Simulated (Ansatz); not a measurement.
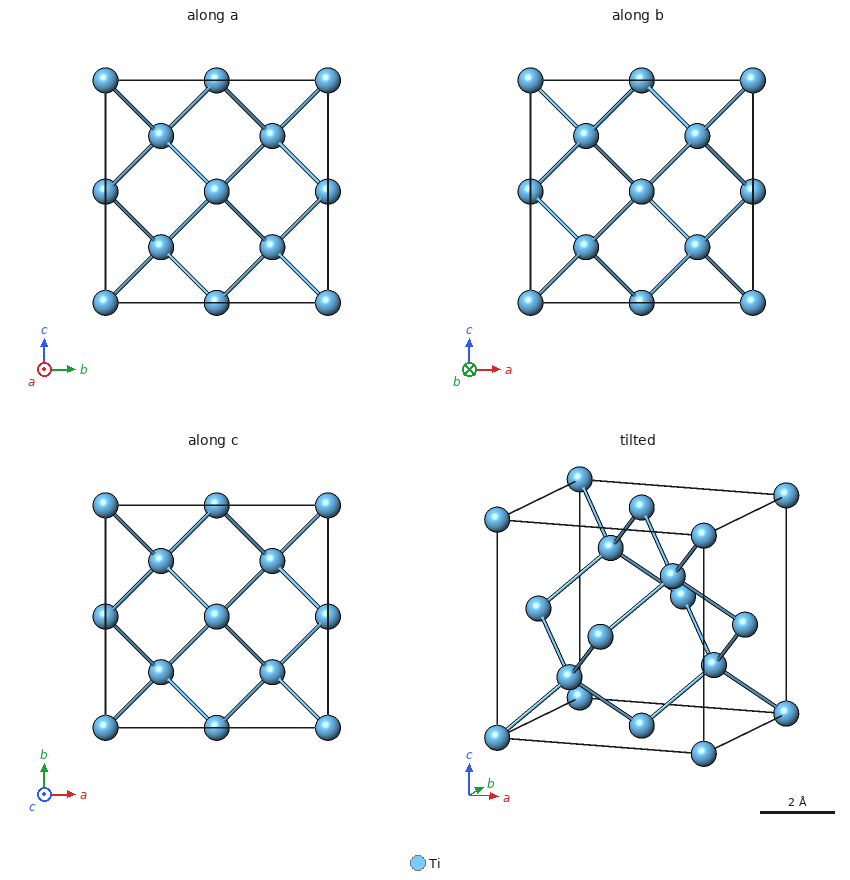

The figure gives a ball-and-stick picture of the atoms, viewed along the a axis, along the b axis, along the c axis and slightly off an axis. The conventional unit cell is drawn as a box.

Lattice parameters: a = 6.050 Å, b = 6.050 Å, c = 6.050 Å, α = 90.00°, β = 90.00°, γ = 90.00°.

**Put the structure into a table of Wyckoff sites.**

Space group Fd-3m:1 (No. 227).
| atom | site | x | y | z |
| --- | --- | --- | --- | --- |
| Ti | 8a | 0.2500 | 0.7500 | 0.7500 |

The structure comes from a structure type filled with this element by a generator (whether the element takes this form wasn't checked). Earlier steps of the study may have refined or changed the cell and positions. It went into a calculation with Ansatz.
